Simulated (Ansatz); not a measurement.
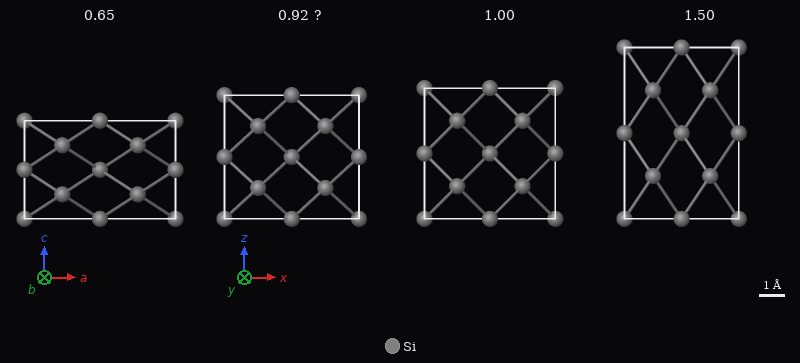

A scan of crystalline Si (Fd-3m): the ratio of the cell's length along z to its lengths across, counted as 1 for the reference, is changed at fixed volume (a tetragonal or Bain path), with the atoms kept at their fractional coordinates. x, y and z are the Cartesian axes of the input. The picture is a ball-and-stick view of the conventional cell (4 times the calculation's cell), seen along the b axis. Lengths and directions refer to the drawn axes.

Theory: DFT PBE, scalar-relativistic, plane waves, PAW in Ansatz 0.2.0. Set-up: plane-wave cutoff 420 eV; k-point mesh 10 × 10 × 10; occupations gaussian; smearing width 0.05 eV; no spin polarisation. Energies (free energies at the smearing named) are counted from the cell as listed in its source, which wasn't relaxed.

| axial ratio over its reference value | energy change (meV/atom) |
| --- | --- |
| 0.650 | 355 |
| 0.707 | 265 |
| 0.780 | 163 |
| 0.850 | 83 |
| 0.920 | ? |
| 0.960 | 6 |
| 1.000 | 0 |
| 1.050 | 10 |
| 1.100 | 40 |
| 1.200 | 157 |
| 1.300 | 329 |
| 1.414 | 524 |
| 1.500 | 632 |

Question: Fill in the missing row.

Answer: A straight line between the two neighbours gives 34 meV/atom. A cubic through the four nearest rows (0.780, 0.850, 0.960, 1.000) gives, with Lagrange weights, (−0.0808)(163) + (0.3879)(83) + (0.9899)(6) + (−0.2970)(0) = 25 meV/atom. The calculation gives 25 meV/atom, so the cubic is right to the digits shown and the straight line 9 meV/atom too high, as the curve bends upwards here.

The whole profile:

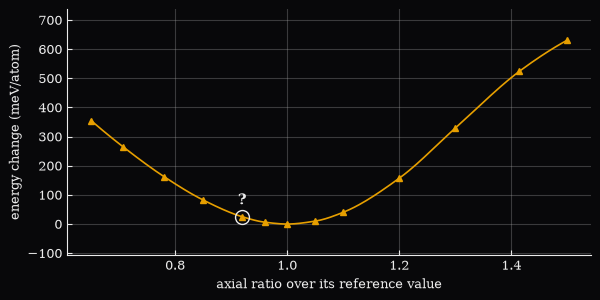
